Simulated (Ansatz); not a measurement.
**Field-gradient calculation of Si$_{3}$N$_{4}$**

The run: field-gradient calculation of Si$_{3}$N$_{4}$ (P6₃/m, 14 atoms in the cell). Method and program: DFT PBEsol, scalar-relativistic, plane waves, PAW, no spin polarisation (Ansatz 0.2.0).

The structure derives from an entry of the Crystallography Open Database. It belongs to a series of runs on one base structure; here: field gradients and polarisation. Figures and captions count atoms from 1; the log counts them from 0 in places.

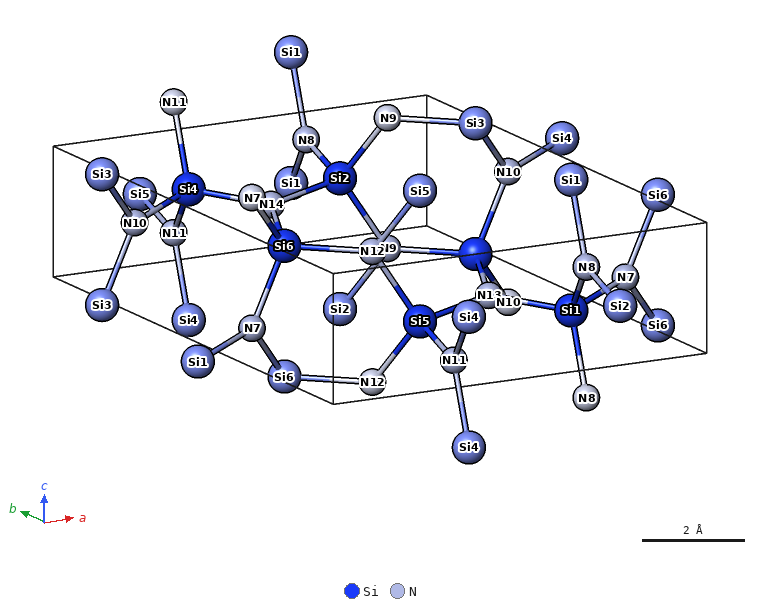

*The structure (ball-and-stick view of the cell of the calculation, seen at an oblique angle; neighbours outside the cell are drawn fainter; atoms are numbered from 1 in the order of the input). An atom can appear more than once, as a periodic image.*

Near neighbours in the periodic cell (some may lie outside the picture): Si has 4 N at 1.73 to 1.74 Å; N has 3 Si at 1.73 to 1.74 Å.

**Key numbers**

| quantity | value |
| --- | --- |
| outcome | converged |
| space group (tolerance 0.01 Å) | P6₃/m (176) |
| electrons treated | 64 |
| free energy | −6773.8033 eV |
| Fermi energy | 8.107 eV |
| gap on the k-point mesh | 4.21 eV |
| pressure | 0.00 GPa |
| field gradient V_zz (10²¹ V/m²) | Si 0.98, Si 0.98, Si 0.98, Si 0.98, Si 0.98, Si 0.98, N −4.81, N −4.81 (the first 8 of 14 sites) |
| largest force (length of the vector) | under 0.001 eV/Å |
| hardware | 4 threads of Intel Xeon (Granite Rapids), 144 GiB of memory available, shared host |
| wall time | 2 s (CPU time 7.2 s) |
| peak memory | 0.66 GiB |

**Input file**
```yaml
crystal:
  lattice:
    - [7.6247108013, 0.0, 0.0]
    - [-3.8123554007, 6.6031932505, 0.0]
    - [0.0, 0.0, 2.9104246238]
  atoms:
    - { symbol: Si, position: [0.7675761767, 0.1739517564, 0.2489142857] }
    - { symbol: Si, position: [0.5936244203, 0.7675761767, 0.7489142857] }
    - { symbol: Si, position: [0.8260482436, 0.5936244203, 0.2489142857] }
    - { symbol: Si, position: [0.2324238233, 0.8260482436, 0.7489142857] }
    - { symbol: Si, position: [0.4063755797, 0.2324238233, 0.2489142857] }
    - { symbol: Si, position: [0.1739517564, 0.4063755797, 0.7489142857] }
    - { symbol: "N", position: [0.0296267809, 0.3299993002, 0.2489142857] }
    - { symbol: "N", position: [0.6996274807, 0.0296267809, 0.7489142857] }
    - { symbol: "N", position: [0.6700006998, 0.6996274807, 0.2489142857] }
    - { symbol: "N", position: [0.9703732191, 0.6700006998, 0.7489142857] }
    - { symbol: "N", position: [0.3003725193, 0.9703732191, 0.2489142857] }
    - { symbol: "N", position: [0.3299993002, 0.3003725193, 0.7489142857] }
    - { symbol: "N", position: [0.6666666667, 0.3333333333, 0.2489142857] }
    - { symbol: "N", position: [0.3333333333, 0.6666666667, 0.7489142857] }
basis:
  ecutwfc: 420
kpoints:
  mp_grid: { grid: [6, 6, 8] }
hamiltonian:
  xc: pbesol
scf:
  occupations: { method: fixed }
output:
  forces: true
  stress: true
  eigenvalues: true
  efg: {}
checkpoint:
  read: start.run
  write: ck
  compress: false
  write_wavefunctions: false
  write_every: 100000
```

Launch command:
```bash
ansatz run input.yaml --threads 4 --pin off --max-ram 12288MiB --backend cpu --events-out ev --progress --plain --runs-dir out
```

**Log**
```
Engine: ansatz 0.2.0, x86_64-unknown-linux-gnu
Pseudopotentials: kind: paw
Pseudopotential: Si, paw, valence charge 4, recommended cutoff 420 eV (normal), Si.paw.azcp
Pseudopotential: N, paw, valence charge 5, recommended cutoff 420 eV (normal), N.paw.azcp
Functional definition: PBEsol
  exchange = pbesol_x
  correlation = pbesol_c
Crystal: 14 atoms, lattice volume = 146.532 Å³
Basis set: ecut = 420 eV, 2859 PW (Γ), exchange–correlation on 108×108×40 points (8 copies of the dense FFT grid, shifted against one another)
Bands: 46, of which v1, the nominal top of the filled ones, is band 32 counted from 1 (31 counted from 0)
Symmetry: 12 space group operations
Space group: P63/m (ITA 176), of the structure as read, at distance tolerance 5.3e-5 Å
k-points: 40 of 288
Non-local potential: Si, projectors of the file, l = 0: 2, l = 1: 2, l = 2: 2
Non-local potential: N, projectors of the file, l = 0: 2, l = 1: 2, l = 2: 1
PAW form: soft (Blöchl's): semilocal exchange-correlation on the pseudo side does not see the compensation charge
PAW frozen core: Si, regenerated for the run's functional, and the local potential with it (the file was generated under x = pbe(κ = 0.804, μ = 0.2195149727645171), c = pbe(β = 0.06672455060314922))
PAW frozen core: N, regenerated for the run's functional, and the local potential with it (the file was generated under x = pbe(κ = 0.804, μ = 0.2195149727645171), c = pbe(β = 0.06672455060314922))
PAW one-centre angular grid: Si, 110 points (default); XC on 64 Gauss nodes
PAW one-centre angular grid: N, 110 points (default); XC on 64 Gauss nodes
Initial density: read from a saved state, or passed on in memory by an earlier SCF of this step, an earlier step, the calling program or the single point that the run made first
Initial wavefunctions: pseudopotential atomic-orbital guess
Functional: x = pbesol(κ = 0.804, μ = 0.12345679012345678), c = pbesol(β = 0.046)
iter 1 solved again at ethr=6.70e-8 eV; its pass at ethr=3.10e-3 eV (dr2=4.29e-5 eV) is discarded
SCF iter   1: F=—  HF=-6773.803270 eV  |F-HF|=—  |Δ(HF+E_count)|=         —  Δρ=5.43e-7  dr2=3.54e-10  ethr=6.70e-8  ⟨swp⟩=4.0  Hψ=12655  notcnv=0  defer=476
eigensolver tolerance schedule: the retry pair's looser diagonalisation over-reported the residual by 121175.13 of it (diagonalisation noise at an unbounded share of the residual, at the tolerance the schedule requests for it); recorded, not acted on — ethr = c·dr2/N_el stays at c = 1.0e-1
preconditioner: auto → Resta (q_TF=auto, 2.376 Å⁻¹)  ε∞=4.0  [insulator: Δε(μ)=4.205 eV  Ē_g=14.208 eV  n_scr=32 (ndim 8)  ℏωp=24.5 eV  f_vac=0.035  ε∞_Penn≈4.0]
SCF iter   2: F=-6773.803270 eV  HF=-6773.803270 eV  |F-HF|=4.27e-11  |Δ(HF+E_count)|=   1.49e-9  Δρ=2.78e-7  dr2=7.56e-11  ethr=1.00e-12  ⟨swp⟩=16.8  Hψ=12162  notcnv=0
SCF 1 converged in 2 iterations: F = -6773.803270 eV  dr2 = 7.56e-11
  greatest PAW one-centre occupation: 0.789 electrons in one spin orbital (limit 2), on the N atom at site 13 (counted from 0), in its partial waves of l = 0
SCF converged after 2 iterations
Free energy (F): -6773.803270 eV
Harris-Foulkes:  -6773.803270 eV  (|F-HF|=4.27e-11)
Internal energy: -6773.803270 eV  (E = F + TS)
E sigma→0 (E₀):  -6773.803270 eV
Fermi energy:    8.107078 eV
--- Per-component energies (eV) ---
  E_band       = 53.585995
  E_kinetic    = 1346.534421
  E_local      = -2149.813398  (includes V_loc(G=0)·N_el)
  E_nonlocal   = 511.624257
  E_hartree    = 713.951425
  E_xc         = -818.390519
  E_vxc        = -907.955447  (∫ρ·V_xc dr)
  E_paw        = -3979.158374  (= ΣΔE_a)
  E_vpaw       = -174.707306  (= ΣTr[D̂ρ^β])
  E_aug_tail   = 0.000809  (compensation charges beyond the density's cutoff)
  E_ewald      = -2398.966045
  E_core_change = 0.414155  (= ΣΔE_core)
  E_smearing   = -0.000000  (= −TS)
  E_closure    = 0.000000  (closes the sum)
  Σ components = -6773.803270   (vs F -6773.803270, Δ=0.00e0)
--- Forces (eV/Å), atoms counted from 1 ---
  atom   1  Si     0.00001875    -0.00009971    -0.00000000
  atom   2  Si     0.00009573    -0.00003362     0.00000000
  atom   3  Si     0.00007698     0.00006609     0.00000000
  atom   4  Si    -0.00001875     0.00009971     0.00000000
  atom   5  Si    -0.00009573     0.00003362    -0.00000000
  atom   6  Si    -0.00007698    -0.00006609    -0.00000000
  atom   7  N     -0.00000372     0.00008209     0.00000000
  atom   8  N     -0.00007295     0.00003782     0.00000000
  atom   9  N     -0.00006923    -0.00004427     0.00000000
  atom  10  N      0.00000372    -0.00008209    -0.00000000
  atom  11  N      0.00007295    -0.00003782    -0.00000000
  atom  12  N      0.00006923     0.00004427    -0.00000000
  atom  13  N      0.00000000     0.00000000    -0.00000000
  atom  14  N     -0.00000000    -0.00000000     0.00000000
  max |Σ_I F_I| component: 2.89e-18 eV/Å
--- Stress (GPa, compression-positive) ---
        0.001353       0.000000       0.000000
       -0.000000       0.001353       0.000000
        0.000000       0.000000       0.000438
  P = ⅓ Tr σ = 0.0010 GPa (0.010 kbar)
--- PAW observables at the nuclei: V_zz in 10²¹ V/m², potentials from the cell's mean, atoms counted from 1 ---
  atom   1  Si V_zz =    +0.979447   η = 0.4320   by run symmetry: allowed
            electrostatic potential = -1359.769597 V   contact ρ = none
  atom   2  Si V_zz =    +0.979447   η = 0.4320   by run symmetry: allowed
            electrostatic potential = -1359.769597 V   contact ρ = none
  atom   3  Si V_zz =    +0.979447   η = 0.4320   by run symmetry: allowed
            electrostatic potential = -1359.769597 V   contact ρ = none
  atom   4  Si V_zz =    +0.979447   η = 0.4320   by run symmetry: allowed
            electrostatic potential = -1359.769597 V   contact ρ = none
  atom   5  Si V_zz =    +0.979447   η = 0.4320   by run symmetry: allowed
            electrostatic potential = -1359.769597 V   contact ρ = none
  atom   6  Si V_zz =    +0.979447   η = 0.4320   by run symmetry: allowed
            electrostatic potential = -1359.769597 V   contact ρ = none
  atom   7  N  V_zz =    -4.814257   η = 0.0638   by run symmetry: allowed
            electrostatic potential = -515.543563 V   contact ρ = none
  atom   8  N  V_zz =    -4.814257   η = 0.0638   by run symmetry: allowed
            electrostatic potential = -515.543563 V   contact ρ = none
  atom   9  N  V_zz =    -4.814257   η = 0.0638   by run symmetry: allowed
            electrostatic potential = -515.543563 V   contact ρ = none
  atom  10  N  V_zz =    -4.814257   η = 0.0638   by run symmetry: allowed
            electrostatic potential = -515.543563 V   contact ρ = none
  atom  11  N  V_zz =    -4.814257   η = 0.0638   by run symmetry: allowed
            electrostatic potential = -515.543563 V   contact ρ = none
  atom  12  N  V_zz =    -4.814257   η = 0.0638   by run symmetry: allowed
            electrostatic potential = -515.543563 V   contact ρ = none
  atom  13  N  V_zz =    -4.719776   η = 0.0000   by run symmetry: allowed
            electrostatic potential = -515.938668 V   contact ρ = none
  atom  14  N  V_zz =    -4.719776   η = 0.0000   by run symmetry: allowed
            electrostatic potential = -515.938668 V   contact ρ = none
--- Band table (eV; the first three rows and the last of 40) ---
  k-point 0: bands = ["-10.0436", "-8.5671", "-8.5671", "-7.9468", "-7.8034", "-7.8034", "-6.5466", "-6.2294", "0.0278", "0.0278", "0.1162", "0.7480", "0.7480", "2.2600", "2.2600", "3.1165", "3.5614", "4.0624", "4.0624", "4.2509", "4.2509", "4.8126", "4.8126", "4.8389", "5.3569", "6.5815", "6.5815", "6.8169", "6.8169", "7.6468", "7.7329", "7.9187", "12.3122", "12.7078", "12.8988", "12.8988", "13.1991", "13.1991", "13.8956", "15.4546", "16.0152", "16.0152", "16.6584", "17.5229", "17.5229", "17.7980"]
  k-point 1: bands = ["-9.8552", "-8.3974", "-8.3974", "-7.8150", "-7.6565", "-7.6565", "-6.4711", "-6.2007", "0.0507", "0.0507", "0.2372", "0.7804", "0.7804", "2.3280", "2.3280", "2.7796", "3.1298", "3.5407", "3.5407", "3.6259", "3.6259", "4.5932", "4.7151", "4.7151", "4.7757", "6.5413", "6.5413", "6.8509", "6.8509", "7.0305", "7.1967", "8.1071", "13.3275", "13.4492", "13.7527", "13.7527", "13.7571", "13.7571", "14.2229", "15.5356", "15.8160", "15.8160", "17.0673", "17.0843", "17.0843", "17.2108"]
  k-point 2: bands = ["-9.3119", "-7.9229", "-7.9229", "-7.4703", "-7.2683", "-7.2683", "-6.2955", "-6.1980", "-0.1771", "-0.1771", "0.5365", "0.5365", "0.5557", "1.4108", "2.3102", "2.3102", "2.6071", "2.6384", "2.6384", "3.0690", "3.0690", "3.5416", "4.4927", "4.6600", "4.6600", "5.8965", "6.4380", "6.4380", "6.5055", "6.7882", "6.7882", "8.0499", "13.6624", "13.6624", "14.5263", "14.7115", "14.7115", "14.9546", "15.1829", "15.7162", "15.7162", "15.9062", "15.9146", "15.9146", "16.4846", "16.8750"]
  k-point 39: bands = ["-7.5025", "-7.5025", "-6.8974", "-6.8974", "-6.8782", "-6.8782", "-6.2112", "-6.2112", "-1.0323", "-1.0323", "-0.4019", "-0.4019", "-0.1615", "-0.1615", "1.5991", "1.5991", "1.9027", "1.9027", "3.2757", "3.2757", "3.5064", "3.5064", "3.7574", "3.7574", "5.3602", "5.3602", "6.2083", "6.2083", "6.7168", "6.7168", "6.9899", "6.9899", "12.9841", "12.9841", "13.7940", "13.7940", "14.1543", "14.1543", "14.3495", "14.3495", "14.5967", "14.5967", "15.6066", "15.6066", "17.0230", "17.0230"]
```
